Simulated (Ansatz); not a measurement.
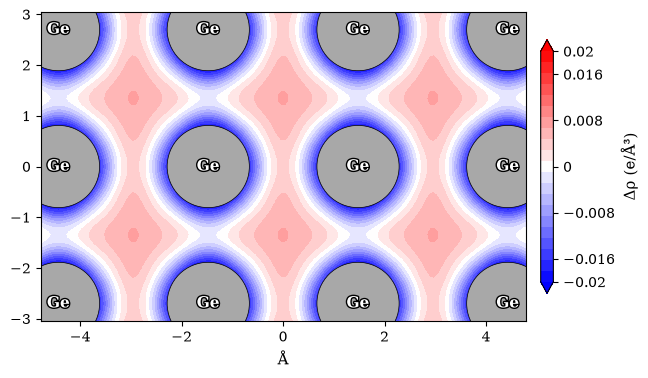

Ge. Difference of the valence pseudo-densities of two functionals at the same geometry, on the (100) plane of the calculation cell: HSE06 less B3LYP.

Both computed with Ansatz (plane waves, PAW), on the same k-point mesh. Grey discs cover the atomic cores.

Where does the change of functional move the electrons?

Against B3LYP, HSE06 gives less density around Ge (−0.009 e/Å³ on average at 1.0 Å from the nucleus) and more density in the space between the atoms (+0.005 e/Å³ on average).
